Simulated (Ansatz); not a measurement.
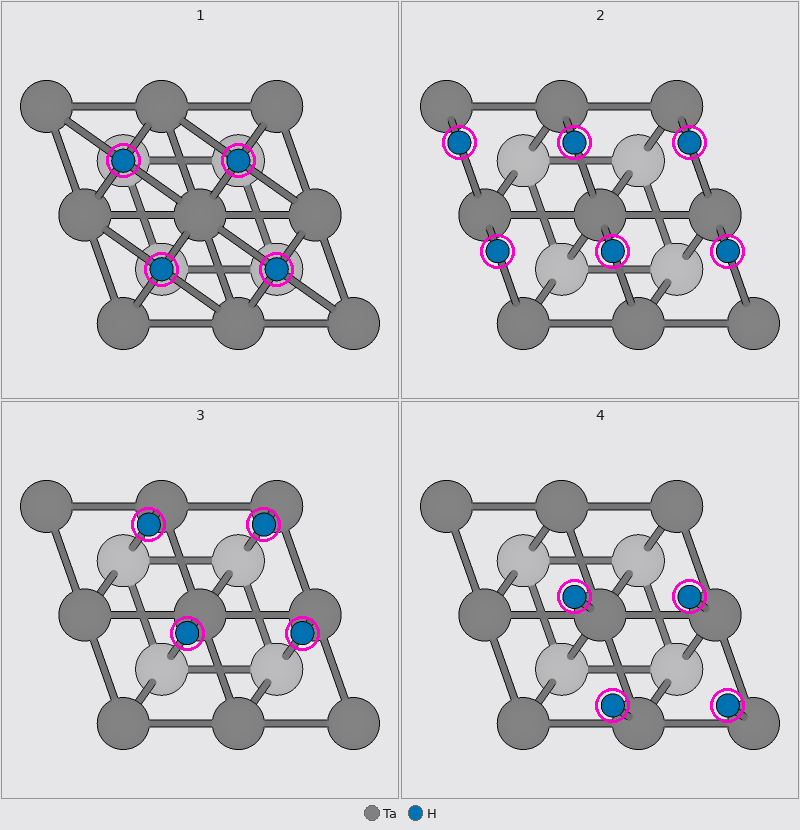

H on a Ta(110) slab cut from the Im-3m phase, its upper half relaxed before the scan (3 atoms of substrate and one adsorbate in a 1 × 1 cell). 
- H is moved over the surface cell; relaxed at each place: the height of the adsorbate's atoms; substrate rigid; the origin of the map has the adsorbate above Ta3.
- Places are given modulo a cell vector. The map is drawn in real space over the plane of the surface.
- The scan uses a 6 × 6 grid; 13 points were computed and 23 follow by symmetry.
- Energies: eV, counted from the lowest grid point.
- With one adsorbate in each 1 × 1 cell, its nearest image is 2.9 Å away, so neighbouring adsorbates interact.
- These are results of Ansatz 0.2.0, DFT PBE, scalar-relativistic, plane waves, PAW, not measurements. Settings: cutoff 420 eV, k-mesh 10×10×1, gaussian smearing 0.1 eV, no spin polarisation.

The numbered pictures are structures from this grid. Rings mark the moved atoms.

### Which is the most stable, and how do the others follow?

1, at a bridge site between two Ta atoms, over a second-layer Ta atom, (3/6, 3/6) of the cell vectors: 0.27 eV; 2, at (0/6, 4/6) of the cell vectors [nearest 1 Ta at 1.82 Å]: 0.74 eV; 4, at (5/6, 1/6) of the cell vectors [nearest 1 Ta at 1.81 Å]: 0.91 eV; 3, at (5/6, 5/6) of the cell vectors [nearest 1 Ta at 1.81 Å]: 1.16 eV.

The map, with the structures marked:

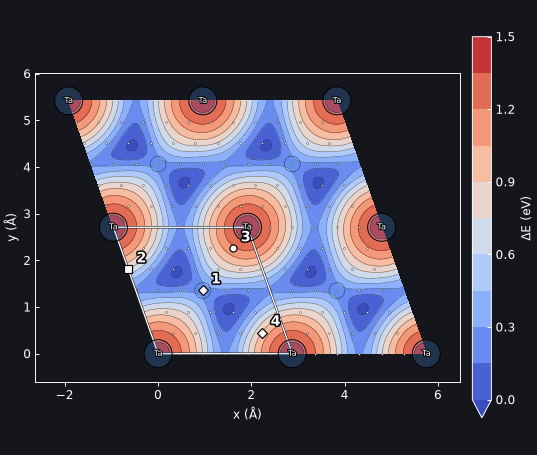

The picture shows filled contours, dots at the grid points, labelled circles for the atoms of the top layer and small ones for the second layer, the outline of one cell of the 2 × 2 shown. Between grid points the surface is interpolated.

PAW datasets: the set soft_1.
